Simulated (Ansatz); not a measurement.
**Zr₄H: density, localisation and related maps**

Input

```
crystal:
  lattice:
    - [-1.8954584713, 1.8954584713, 7.7081836739]
    - [1.8954584713, -1.8954584713, 7.7081836739]
    - [1.8954584713, 1.8954584713, -7.7081836739]
  atoms:
    - { symbol: Zr, position: [0.25, 0.75, 0.5] }
    - { symbol: Zr, position: [0.75, 0.25, 0.5] }
    - { symbol: Zr, position: [0.4158265771, 0.4158265771, 0.0] }
    - { symbol: Zr, position: [0.5841734229, 0.5841734229, 0.0] }
    - { symbol: H, position: [0.0, 0.0, 0.0] }
basis:
  ecutwfc: 420
kpoints:
  mp_grid: { grid: [14, 14, 14] }
  band_path:
    path:
      - [[0.0, 0.0, 0.0], [0.0, 0.0, 0.5], [0.25, 0.25, 0.25], [0.0, 0.5, 0.0], [0.0, 0.0, 0.0], [0.5, 0.5, -0.5], [0.26511696, 0.73488304, -0.26511696]]
      - [[-0.26511696, 0.26511696, 0.26511696], [0.0, 0.0, 0.0]]
      - [[0.0, 0.0, 0.5], [-0.03023392, 0.03023392, 0.5]]
      - [[0.5, 0.5, -0.03023392], [0.5, 0.5, -0.5]]
    npoints: 14
hamiltonian:
  xc: pbe
scf:
  occupations: { method: gaussian, width: 0.1 }
  n_extra_bands: 12
output:
  forces: true
  stress: true
  eigenvalues: true
  populations: true
  dos: { projected: true, de: 0.02, nscf_kmesh: { grid: [17, 17, 17] } }
  bader: true
  write_density: true
  write_potential: true
  elf: true
  volumetric_format: npy
```

Command:

```sh
ansatz run input.yaml --threads 1 --pin off --max-ram 2560MiB --backend cpu --events-out ev --progress --plain --runs-dir out
```

Below, planes, directions and counts refer to the conventional cell (a = 3.79 Å, b = 3.79 Å, c = 15.42 Å, α = 90.00°, β = 90.00°, γ = 90.00°).

Space group I4/mmm; a structure generated by program, which may or may not match a known phase; computed without spin polarisation.

Theory: DFT PBE, scalar-relativistic, plane waves, PAW (Ansatz).

In a PAW calculation such maps are meaningful between the atoms, not at the nuclei.

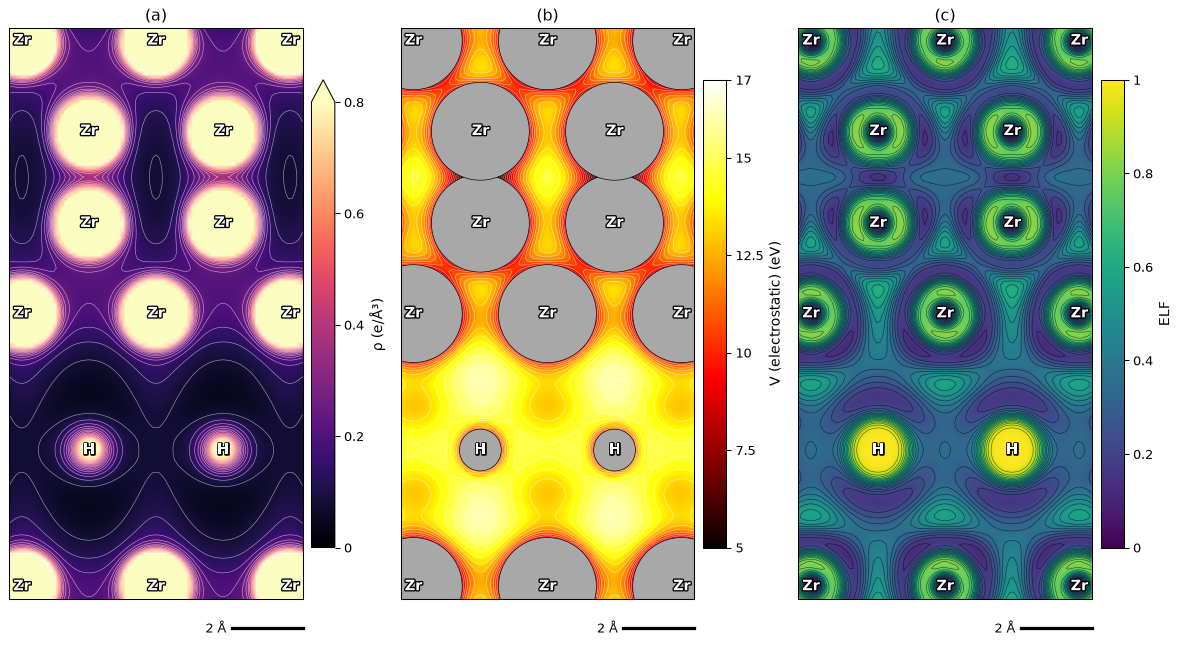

Figure 1. (a) valence pseudo-density; (b) electrostatic potential (local pseudopotential plus Hartree) felt by an electron; (c) ELF on the (010) plane of the conventional cell. Grey discs cover the atomic cores in the potential map.

Describe what can be read from this map.

Answer. Atoms in the plane: Zr and H. Zr–Zr (2.60 Å): the density is about 0.37 e/Å³ at the midpoint; the ELF is about 0.15 at the midpoint: no localised pair shows between them. Between the atoms the lowest density in this plane is 0.05 e/Å³. The features right at Zr lie inside the PAW spheres, where the map follows smoothed inner orbitals and isn't to be read closely. Outside the cores the potential energy rises away from the atoms and is highest about 1.9 Å from the nearest atoms; its zero is arbitrary.

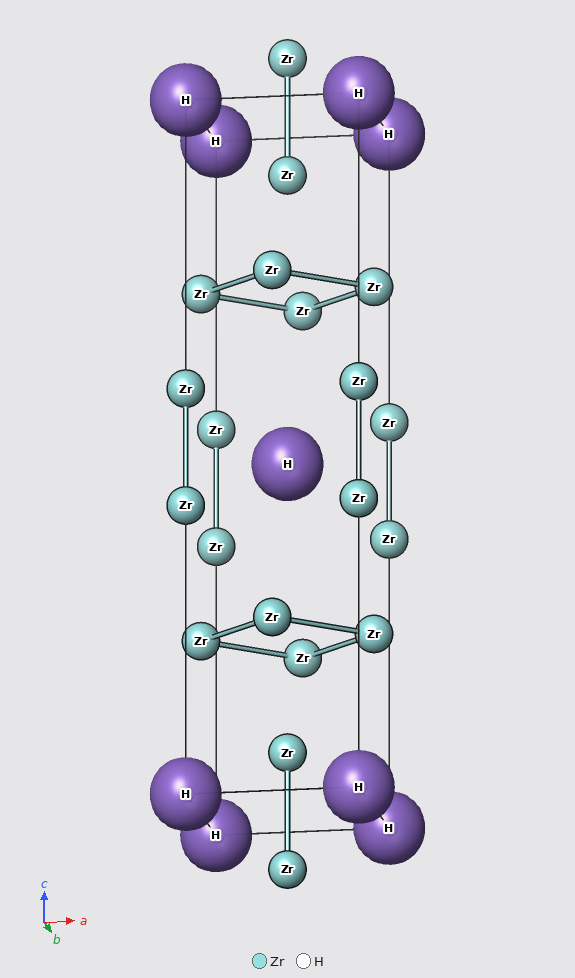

Figure 2. Isosurface of the electron localisation function at 0.8 (purple), seen at an oblique angle. Only the valence region is drawn (cores and ρ < 0.01 e/Å³ removed). Sticks mark near contacts.

Describe the localisation domains.

Answer. At this value the surface marks out two regions around hydrogen nuclei, counted in one cell of 10 atoms. Regions shared between cells count once. Profiles from the grid: Zr–H (2.98 Å): the ELF climbs to about 1 towards the hydrogen.

What Bader charges does the calculation give?

Answer. Electrons move from Zr towards H. Bader charges: Zr −0.09 to +0.34 and H −0.50 e.

Metal or insulator at this level of theory?

Answer. It is gapless in this calculation (a metal or semimetal).
